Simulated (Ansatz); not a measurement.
**CuI (Marshite): how G0W0 depends on its starting point**

One-shot GW is not self-consistent; how far does the start matter for CuI (Marshite)?

Main program and level: Ansatz 0.2.0; G0W0 on several functionals, plane waves, PAW.

The database entry behind the starting cell differs from later determinations by our own check (about 0.15 % long (mineral sample)), so it need not match the best structure at ambient conditions.

In doubt: one-shot GW on d or f shells is unsure, so the values of those runs are not to be relied on; masses and optical values from hybrid runs of this build are listed as unsure (step 4), which bears on the screening that GW takes from such a start.

### Step 1. Starting point

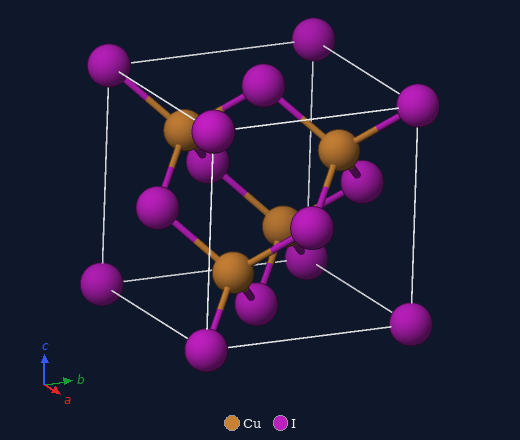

The cell as given, slightly off an axis (copper orange, iodine pink). This picture shows the conventional cell, with its axes. Bonds to atoms that aren't drawn are left out. Some periodic images of atoms are drawn too.

The cell and positions come from the Crystallography Open Database and are kept as given unless a step says otherwise. Spin-orbit coupling is left out unless a step names it. The default PAW set here is soft_2. Its files were made with PBE.

### Step 2. G0W0 on LDA

Now the one-shot GW correction: screening in the RPA, then the self-energy of the levels asked for.

This step: G0W0 on LDA, plane waves, PAW.

input.yaml

```yaml
crystal:
  lattice:
    - [0.0, 3.0315, 3.0315]
    - [3.0315, 0.0, 3.0315]
    - [3.0315, 3.0315, 0.0]
  atoms:
    - { symbol: Cu, position: [0.25, 0.25, 0.25] }
    - { symbol: I, position: [0.0, 0.0, 0.0] }
kpoints:
  mp_grid: { grid: [4, 4, 4] }
hamiltonian:
  xc: lda
scf:
  occupations: { method: fixed }
gw:
  n_empty_bands: 166
  ecut_chi: 120
  qp_bands: [v2, c2]
  qp_kpoints: band_edges
  screening: { model: contour_deformation }
```

The run is started by

```sh
$ ansatz run input.yaml --threads 3 --pin off --max-ram 92160MiB --backend cuda --events-out ev --progress --plain --runs-dir out --devices 1 --max-vram 13GiB  # rebuilt from the run's record
```

Numbers of over 12 decimals in the logs are rounded to 6 here.

What it wrote:

```text
GPUs: using 1 of 1 available (devices: 1).
Engine: ansatz 0.2.0, x86_64-unknown-linux-gnu
Pseudopotentials: kind: paw
Pseudopotential: Cu, paw, valence charge 19, recommended cutoff 420 eV (normal), Cu.paw.azcp
Pseudopotential: I, paw, valence charge 17, recommended cutoff 420 eV (normal), I.paw.azcp
Functional definition: SPW92
  exchange = slater_x
  correlation = pw_c
device memory: the entry about to start is reckoned to put 1.0 GiB on a device that reports 50.2 GiB free (of which the cap on the GPU budget leaves the run 13.0 GiB)
GPU FFT provider: cuFFT
GPU libraries: cuBLAS 13.8.2, cuFFT 12.4.0, cuSOLVER 12.3.4
Crystal: 2 atoms, lattice volume = 55.719 Å³
Basis set: ecut = 420 eV, 1067 PW (Γ)
Bands: 22, of which v1, the nominal top of the filled ones, is band 18 counted from 1 (17 counted from 0)
Symmetry: 24 space group operations
Space group: F-43m (ITA 216), of the structure as read, at distance tolerance 3.8e-5 Å
k-points: 8 of 64 (time reversal used)
Non-local potential: Cu, projectors of the file, l = 0: 3, l = 1: 2, l = 2: 3, l = 3: 1
Non-local potential: I, projectors of the file, l = 0: 2, l = 1: 2, l = 2: 2, l = 3: 2
PAW form: soft (Blöchl's): semilocal exchange-correlation on the pseudo side does not see the compensation charge
PAW frozen core: Cu, regenerated for the run's functional, and the local potential with it (the file was generated under x = pbe(κ = 0.804, μ = 0.219515), c = pbe(β = 0.066725))
PAW frozen core: I, regenerated for the run's functional, and the local potential with it (the file was generated under x = pbe(κ = 0.804, μ = 0.219515), c = pbe(β = 0.066725))
PAW one-centre angular grid: Cu, 590 points (default); XC on 64 Gauss nodes
PAW one-centre angular grid: I, 590 points (default); XC on 64 Gauss nodes
Initial density: superposition of atomic densities (neutral atoms: chi_scale 0, normalization atom), corrected by the library's trained network
Initial wavefunctions: pseudopotential atomic-orbital guess
GPU buffer pool allocated for 27000 grid points (all kernels)
GPU transforms: local potential and band sums: pruned to the plane-wave sphere, on 30×30×30
Functional: x = slater, c = lda
SCF iter   1: F=—  HF=-13911.685380 eV  |F-HF|=—  |Δ(HF+E_count)|=         —  Δρ=9.70e-3  dr2=2.23e-2  ethr=1.77e-3  ⟨swp⟩=5.0  Hψ=717  notcnv=0  defer=11
preconditioner: auto → none  [insulator: Δε(μ)=0.850 eV  Ē_g=8.822 eV  n_scr=14 (ndim 8)  ℏωp=21.1 eV  f_vac=0.179  ε∞_Penn≈6.7]
SCF iter   2: F=—  HF=-13911.689668 eV  |F-HF|=—  |Δ(HF+E_count)|=   4.29e-3  Δρ=1.03e-2  dr2=4.16e-2  ethr=6.20e-5  ⟨swp⟩=2.1  Hψ=406  notcnv=0  defer=11
SCF iter   3: F=—  HF=-13911.679177 eV  |F-HF|=—  |Δ(HF+E_count)|=   1.05e-2  Δρ=2.69e-3  dr2=1.68e-3  ethr=6.20e-5  ⟨swp⟩=2.2  Hψ=328  notcnv=0  defer=13
SCF iter   4: F=—  HF=-13911.678939 eV  |F-HF|=—  |Δ(HF+E_count)|=   2.38e-4  Δρ=4.71e-4  dr2=5.25e-5  ethr=4.66e-6  ⟨swp⟩=2.0  Hψ=291  notcnv=0  defer=13
SCF iter   5: F=—  HF=-13911.678936 eV  |F-HF|=—  |Δ(HF+E_count)|=   3.42e-6  Δρ=7.44e-5  dr2=2.22e-6  ethr=1.46e-7  ⟨swp⟩=2.0  Hψ=287  notcnv=0  defer=11
SCF iter   6: F=-13911.678935 eV  HF=-13911.678935 eV  |F-HF|=3.99e-9  |Δ(HF+E_count)|=   4.18e-7  Δρ=4.99e-6  dr2=7.11e-9  ethr=2.78e-10  ⟨swp⟩=5.5  Hψ=736  notcnv=0
SCF 1 converged in 6 iterations: F = -13911.678935 eV  dr2 = 7.11e-9
  greatest PAW one-centre occupation: 1.000 electrons in one spin orbital (limit 2), on the Cu atom at site 0 (counted from 0), in its partial waves of l = 0
device memory: the entry about to start is reckoned to put 1.6 GiB on a device that reports 48.9 GiB free (of which the cap on the GPU budget leaves the run 13.0 GiB)
NSCF: frozen V_eff on 8 k-points
the band table was solved once the SCF had ended and its energy, with any forces and stress, was formed, with the checks that follow a solve (886 applications of the Hamiltonian). They found nothing against the state; the energy, forces and stress were not computed again (output.eigenvalues in the input reference)
device memory: the entry about to start is reckoned to put 3.9 GiB on a device that reports 48.9 GiB free (of which the cap on the GPU budget leaves the run 13.0 GiB)
NSCF: frozen V_eff on 8 k-points
G₀W₀ screening: q 1/8
[... further progress lines ...]
device memory: the entry about to start is reckoned to put 0.3 GiB on a device that reports 48.7 GiB free (of which the cap on the GPU budget leaves the run 13.0 GiB)
NSCF: frozen V_eff on 1 k-points
SCF converged after 6 iterations
Free energy (F): -13911.678935 eV
Harris-Foulkes:  -13911.678935 eV  (|F-HF|=3.99e-9)
Internal energy: -13911.678935 eV  (E = F + TS)
E sigma→0 (E₀):  -13911.678935 eV
Fermi energy:    7.786299 eV
--- Per-component energies (eV) ---
  E_band       = -875.894324
  E_kinetic    = 490.892561
  E_local      = -7631.561969  (includes V_loc(G=0)·N_el)
  E_nonlocal   = 322.659047
  E_hartree    = 3539.277986
  E_xc         = -213.992155
  E_vxc        = -241.125478  (∫ρ·V_xc dr)
  E_paw        = -6266.054127  (= ΣΔE_a)
  E_vpaw       = -895.321331  (= ΣTr[D̂ρ^β])
  E_aug_tail   = 0.000299  (compensation charges beyond the density's cutoff)
  E_ewald      = -4154.131452
  E_core_change = 1.230875  (= ΣΔE_core)
  E_smearing   = -0.000000  (= −TS)
  E_closure    = 0.000000  (closes the sum)
  Σ components = -13911.678935   (vs F -13911.678935, Δ=0.00e0)
--- Band table (eV; the first three rows and the last of 8) ---
  k-point 0: bands = [... 14 lower, 5.8715, 7.7863, 7.7863, 7.7863, 8.7166, 12.6499, 12.6499, 12.6499]
  k-point 1: bands = [... 14 lower, 5.8623, 6.4572, 7.4069, 7.4069, 9.9151, 13.1551, 13.2053, 13.2053]
  k-point 2: bands = [... 14 lower, 5.8992, 5.9444, 7.0622, 7.0622, 9.8106, 13.1904, 13.1904, 15.0027]
  k-point 7: bands = [... 14 lower, 5.8248, 5.9531, 6.1236, 6.4781, 12.2372, 12.3659, 13.7152, 14.0880]
--- G₀W₀: contour deformation, 7 samples at zero and on the imaginary axis and 2 off it, 64 q-points, 166 empty bands' worth ---
  eigenvalues of the whole cell's RPA ε∞ on this k-mesh (on a slab, of 1 + 4πα/V) = 11.9758, 11.9758, 11.9758; static W/v taken at q = 0 is 0.083502
  bands read: the sum over 184 bands ends inside a degenerate multiplet in 2 slots, whose members it reads at an even weight; the widest, k=0: bands 183 to 185 (counted from 1) at 2/3 each
  gw.qp_kpoints: band_edges: 6 of 8 stored k-points solved, in 1 pass; an edge of the gap read off the rows below is read off those points alone
    valence top: of the k-points left out ik 5 came nearest to being solved in a further pass, in band 18 (counted from 1, as in the quasiparticle table): it holds the edge there only if its correction is more favourable than any solved in that band by at least 0.698 eV; those differ by 0.053 eV
    conduction bottom: of the k-points left out ik 5 came nearest to being solved in a further pass, in band 19 (counted from 1, as in the quasiparticle table): it holds the edge there only if its correction is more favourable than any solved in that band by at least 2.155 eV; those differ by 0.274 eV
    ik  band        ε_KS         Σx   Σc(E_QP)       V_xc       Z   E_QP_lin       E_QP  E_QP is
     0    17      7.7863   -35.4005     5.3207   -29.7376  0.6941     7.4369     7.4442  root
     0    18      7.7863   -35.4005     5.3207   -29.7376  0.6941     7.4369     7.4442  root
     0    19      8.7166    -8.1398    -4.2984   -13.0465  0.7609     9.3572     9.3250  root
     0    20     12.6499    -6.6572    -4.4306   -11.5353  0.7400    13.1121    13.0973  root
     1    17      7.4069   -35.7176     5.6735   -29.6773  0.6865     7.0312     7.0400  root
     1    18      7.4069   -35.7176     5.6735   -29.6773  0.6865     7.0312     7.0400  root
     1    19      9.9151    -8.1605    -4.3455   -13.0930  0.7548    10.5315    10.5021  root
     1    20     13.1551    -7.8650    -4.5300   -12.8557  0.7321    13.6314    13.6158  root
     2    17      7.0622   -35.9329     5.9937   -29.5479  0.6793     6.6604     6.6709  root
     2    18      7.0622   -35.9329     5.9937   -29.5479  0.6793     6.6604     6.6709  root
     2    19      9.8106    -8.7662    -4.1156   -13.4571  0.7543    10.4133    10.3859  root
     2    20     13.1904    -7.7676    -4.2934   -12.4929  0.7354    13.6357    13.6224  root
     3    17      6.8834   -37.3114     6.4462   -30.4835  0.6705     6.4916     6.5016  root
     3    18      6.8834   -37.3114     6.4462   -30.4835  0.6705     6.4916     6.5016  root
     3    19     10.9218   -10.3090    -4.2337   -15.1486  0.7421    11.5604    11.5277  root
     3    20     11.0587    -6.4088    -4.0200   -10.8009  0.7588    11.4401    11.4309  root
     4    17      6.4642   -41.2987     7.6274   -33.3109  0.6497     6.0947     6.1038  root
     4    18      6.6172   -38.5509     6.9507   -31.2056  0.6612     6.2114     6.2225  root
     4    19     10.8779    -9.3039    -3.9116   -13.7108  0.7492    11.3915    11.3732  root
     4    20     12.3556    -8.7083    -4.3787   -13.5894  0.7359    12.8784    12.8581  root
     6    17      6.2432   -41.2588     7.9175   -32.9511  0.6425     5.8417     5.8531  root
     6    18      6.2432   -41.2588     7.9175   -32.9511  0.6425     5.8417     5.8531  root
     6    19     10.3897    -9.4217    -3.2760   -13.0325  0.7565    10.7312    10.7244  root
     6    20     10.6162   -10.8860    -3.6077   -14.9996  0.7471    11.1412    11.1220  root
```

Wall time 5.3 s (1 × NVIDIA H100 80GB HBM3 (shared by 6 runs) with 3 threads of AMD EPYC 7R13 (Zen 3), shared host); peak memory 1.1 GiB.

This step gave:

- bands summed: 184
- RPA ε∞ on this mesh (eigenvalues): 11.98, 11.98, 11.98
- plane waves in the screening matrix: 169
- q-points in the mesh: 64
- G0W0 gap on the mesh: 1.881 eV
- k of the valence top: 0, 0, 0
- k of the conduction bottom: 0, 0, 0
- starting gap on the mesh: 0.9303 eV
- Z at the valence top: 0.6941
- Z at the conduction bottom: 0.7609
- least direct G0W0 gap on the computed points: 1.881 eV

The gap on the mesh goes from 0.93 eV to 1.88 eV, a correction of +0.95 eV. Between the two edge states, bare exchange in place of the xc potential would open the gap by 10.57 eV, and correlation takes back 9.62 eV.

### Step 3. G0W0 on PBE

The same correction from a different start measures what one shot leaves open.

This step: G0W0 on PBE, plane waves, PAW.

Edit input.yaml of step 2 so:

```diff
@@ -11,3 +11,3 @@
 hamiltonian:
-  xc: lda
+  xc: pbe
 scf:
```

What it wrote:

```text
GPUs: using 1 of 1 available (devices: 1).
[...]
GPU FFT provider: cuFFT
GPU libraries: cuBLAS 13.8.2, cuFFT 12.4.0, cuSOLVER 12.3.4
Crystal: 2 atoms, lattice volume = 55.719 Å³
Basis set: ecut = 420 eV, 1067 PW (Γ)
Bands: 22, of which v1, the nominal top of the filled ones, is band 18 counted from 1 (17 counted from 0)
[... 1 set-up line as in the run before ...]
[...]
k-points: 8 of 64 (time reversal used)
[...]
GPU buffer pool allocated for 27000 grid points (all kernels)
[...]
SCF iter   1: F=—  HF=-14138.331842 eV  |F-HF|=—  |Δ(HF+E_count)|=         —  Δρ=1.70e-3  dr2=9.33e-4  ethr=1.77e-3  ⟨swp⟩=5.0  Hψ=719  notcnv=0  defer=11
[...]
SCF iter   6: F=-14138.331692 eV  HF=-14138.331692 eV  |F-HF|=3.43e-8  |Δ(HF+E_count)|=   6.14e-7  Δρ=3.63e-6  dr2=6.50e-9  ethr=2.78e-10  ⟨swp⟩=6.1  Hψ=630  notcnv=0
SCF 1 converged in 6 iterations: F = -14138.331692 eV  dr2 = 6.50e-9
[...]
NSCF: frozen V_eff on 8 k-points
[...]
G₀W₀ screening: q 1/8
[... further progress lines ...]
[...]
SCF converged after 6 iterations
Free energy (F): -14138.331692 eV
[...]
Internal energy: -14138.331692 eV  (E = F + TS)
E sigma→0 (E₀):  -14138.331692 eV
Fermi energy:    8.168152 eV
[...]
--- Band table (eV; the first three rows and the last of 8) ---
  k-point 0: bands = [... 14 lower, 6.3142, 8.1682, 8.1682, 8.1682, 9.2866, 13.0372, 13.0372, 13.0372]
  k-point 1: bands = [... 14 lower, 6.3052, 6.8932, 7.7964, 7.7964, 10.4191, 13.5934, 13.5934, 13.6378]
  k-point 2: bands = [... 14 lower, 6.3428, 6.3878, 7.4574, 7.4574, 10.3047, 13.5813, 13.5813, 15.5510]
  k-point 7: bands = [... 14 lower, 6.2657, 6.3973, 6.5665, 6.9083, 12.6499, 12.8188, 14.1741, 14.5533]
[...]
0    17      8.1682   -35.9175     5.5276   -29.8332  0.7020     7.5953     7.6115  root
     0    18      8.1682   -35.9175     5.5276   -29.8332  0.7020     7.5953     7.6115  root
     0    19      9.2866    -8.0614    -4.1682   -12.5033  0.7730     9.5630     9.5602  root
     0    20     13.0372    -6.6460    -4.2780   -11.1429  0.7534    13.2581    13.2560  root
     1    17      7.7964   -36.2722     5.8925   -29.7974  0.6942     7.1956     7.2142  root
     1    18      7.7964   -36.2722     5.8925   -29.7974  0.6942     7.1956     7.2142  root
     1    19     10.4191    -8.1077    -4.2092   -12.6165  0.7667    10.7223    10.7187  root
     1    20     13.5934    -7.1787    -4.3529   -11.7666  0.7455    13.8307    13.8283  root
[...]
6    17      6.6693   -41.6485     8.0987   -32.9531  0.6500     6.0498     6.0726  root
     6    18      6.6693   -41.6485     8.0987   -32.9531  0.6500     6.0498     6.0726  root
     6    19     10.8735    -9.4132    -3.1485   -12.6009  0.7687    10.9127    10.9126  root
     6    20     11.0618   -10.8944    -3.4688   -14.6263  0.7589    11.3274    11.3248  root
```

Wall time 6.3 s (1 × NVIDIA H100 80GB HBM3 (shared by 6 runs) with 3 threads); peak memory 1.1 GiB; 7.4 s of CPU time.

This step gave:

```
bands summed                                 : 184
RPA ε∞ on this mesh (eigenvalues)            : 9.418, 9.418, 9.418
plane waves in the screening matrix          : 169
q-points in the mesh                         : 64
G0W0 gap on the mesh                         : 1.949 eV
k of the valence top                         : 0, 0, 0
k of the conduction bottom                   : 0, 0, 0
starting gap on the mesh                     : 1.118 eV
Z at the valence top                         : 0.7020
Z at the conduction bottom                   : 0.7730
least direct G0W0 gap on the computed points : 1.949 eV
```

Against the run with 4×4×4 mesh, 166 empty bands, screening to 120 eV on LDA, the gap moves by +0.07 eV, while the start moved by +0.19 eV.

### Step 4. G0W0 on HSE06

This step: G0W0 on HSE06, plane waves, PAW.

Edit input.yaml of step 3 so:

```diff
@@ -11,3 +11,3 @@
 hamiltonian:
-  xc: pbe
+  xc: hse06
 scf:
```

What it wrote:

```text
GPUs: using 1 of 1 available (devices: 1).
[...]
davidson cushion auto → on  (no smearing: the cushion is to keep the highest requested band from converging to the state above it; pin scf.eigensolver.cushion to override)
[...]
GPU FFT provider: cuFFT
GPU libraries: cuBLAS 13.8.2, cuFFT 12.4.0, cuSOLVER 12.3.4
Crystal: 2 atoms, lattice volume = 55.719 Å³
Basis set: ecut = 420 eV, 1067 PW (Γ)
[...]
1    19     10.9582    -7.5303    -3.9548   -11.6666  0.8195    11.1401    11.1397  root
     1    20     14.0963    -6.8329    -4.0097   -11.0197  0.8059    14.2739    14.2735  root
[...]
6    17      5.2337   -37.5540     6.1234   -31.7069  0.7310     5.5087     5.5100  root
     6    18      5.2337   -37.5540     6.1234   -31.7069  0.7310     5.5087     5.5100  root
     6    19     11.0822    -8.0489    -3.1290   -11.2807  0.8231    11.1850    11.1849  root
     6    20     11.4593    -9.2059    -3.4449   -12.9088  0.8153    11.7179    11.7172  root
[key lines of the parts left out:]
Free energy (F): -14142.425952 eV
Fermi energy:    7.177624 eV
```

It took 18 s on 1 × NVIDIA H100 80GB HBM3 (shared by 6 runs) with 3 threads; peak memory 1.3 GiB; 16 s of CPU time.

Numbers from this step:

| Property | Result |
| --- | --- |
| bands summed | 184 |
| RPA ε∞ on this mesh (eigenvalues) | 4.969, 4.969, 4.969 |
| plane waves in the screening matrix | 169 |
| G0W0 gap on the mesh | 2.706 eV |
| k of the valence top | 0, 0, 0 |
| k of the conduction bottom | 0, 0, 0 |
| starting gap on the mesh | 2.644 eV |
| least direct G0W0 gap on the computed points | 2.706 eV |

Against the run with 4×4×4 mesh, 166 empty bands, screening to 120 eV on PBE, the gap moves by +0.76 eV, while the start moved by +1.53 eV.

### Step 5. Side by side

All on the 4×4×4 mesh with 166 empty bands and screening to 120 eV. Times are wall times on 1 × NVIDIA H100 80GB HBM3 (shared by 6 runs) with 3 threads of AMD EPYC 7R13 (Zen 3), shared host, good to a factor of about two.

```tsv
start	starting gap (eV)	shift (eV)	G0W0 gap (eV)	RPA ε∞ (harmonic mean)	Z (valence, conduction)	time
LDA	0.93	+0.95	1.88	11.98	0.69, 0.76	5.3 s
PBE	1.12	+0.83	1.95	9.42	0.70, 0.77	6.3 s
HSE06	2.64	+0.06	2.71	4.97	0.77, 0.82	18 s
```

The parts of the quasiparticle energy at the two band edges (eV; QP = start + Σx + Σc − Vxc):

```tsv
run	edge	start	Σx	Σc	Vxc	Z	QP
LDA	valence top	7.79	-35.40	5.32	-29.74	0.69	7.44
LDA	conduction bottom	8.72	-8.14	-4.30	-13.05	0.76	9.32
PBE	valence top	8.17	-35.92	5.53	-29.83	0.70	7.61
PBE	conduction bottom	9.29	-8.06	-4.17	-12.50	0.77	9.56
HSE06	valence top	7.18	-32.37	4.08	-28.37	0.77	7.25
HSE06	conduction bottom	9.82	-7.51	-3.93	-11.57	0.82	9.96
```

For a hybrid start, Vxc holds its share of exact exchange.

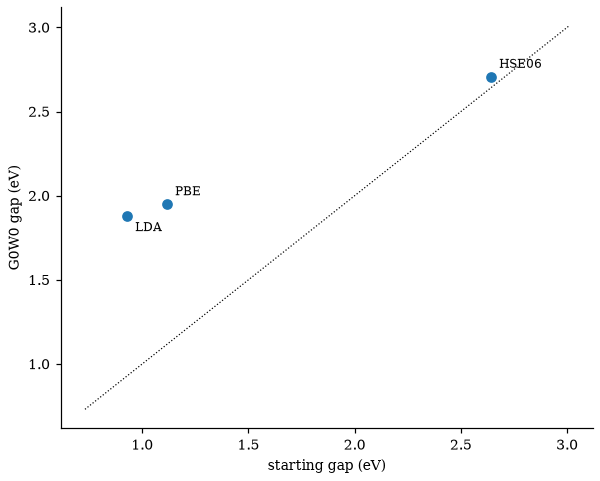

G0W0 gap against starting gap; on the dotted line the correction would vanish.

### Step 6. What came out

* G0W0@LDA: 1.88 eV (start 0.93 eV)
* G0W0@PBE: 1.95 eV (start 1.12 eV)
* G0W0@HSE06: 2.71 eV (start 2.64 eV)
* known limits: not at the basis limit; d shell near the gap, gap tends to lie low; no spin-orbit coupling; coarse k mesh

**Reading.** The starting gaps span 1.71 eV and the G0W0 gaps 0.82 eV. Between LDA and HSE06, 0.82 eV of the 1.71 eV survives, 48 %. HSE06 screens less than LDA (ε∞ 4.97 against 11.98). Of the 0.82 eV by which its G0W0 gap is higher, the correlation part gives +1.61 eV, and exchange with the one-particle terms, which follow the orbitals, −0.79 eV. The smallest correction, +0.06 eV, is on HSE06, the start nearest to reproducing itself. Bands and cutoff are finite, so the gap is not at the basis limit. The miss can reach some tenths of an eV and take either sign; the mesh is an error of its own. The 4×4×4 mesh is coarse for this cell (its supercell is 17 Å along the shortest edge). The RPA ε∞ on it, from the LDA start, is 11.98; such meshes misread the long-range screening, most where the gap is narrow. A d shell, filled or nearly so, lies near the gap. One-shot GW converges very slowly in bands there, not always from below, and on a semilocal start the gap tends to come out low; starts rich in exact exchange can overshoot instead. The many-body steps are scalar-relativistic: spin-orbit coupling is not in them.

[Paths, hosts, dates, memory and timing lines, banners, echoed tables and standing remarks are left out of the program output.]

[Logs are printed without paths, hosts, clocks, repeated set-up lines and the standing remarks that a program may print on its own settings, such as how far it seeks lower states.]

[Runs of the session that timed out or met a known fault of the program may be left out.]

[Cells called generated may have been cut or substituted from an entry of the Crystallography Open Database or the Materials Project.]

[Hosts, paths, dates, database ids (printed as entryN), source tags and the programs' standing remarks are cut or masked in the printed files.]
